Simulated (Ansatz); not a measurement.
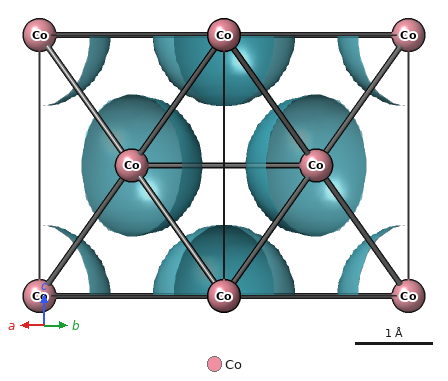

*Co. Isosurface of the valence electron density at 0.6 e/Å³ (cyan), seen along [110]. Sticks mark near contacts.*

Space group Fm-3m; set up as Co, fcc; a generated structure, not necessarily the stable one; computed without spin polarisation.

The calculation used Ansatz 0.2.0, DFT, r2SCAN, plane waves (500 eV) with PAW, scalar-relativistic.

**Which contacts does the surface bridge?**

At this value the density breaks into separate islands; it holds about 85 % of the electrons treated as valence (semicore included). It bridges none of the near contacts. It is pinched off along the shortest Co–Co (2.41 Å) contacts. On the grid the lowest density along these lines, outside the cores, is 0.38 e/Å³ (Co–Co, 2.41 Å).

**Metal or insulator at this level of theory?**

It is metallic or semimetallic at this level of theory: no gap opens.
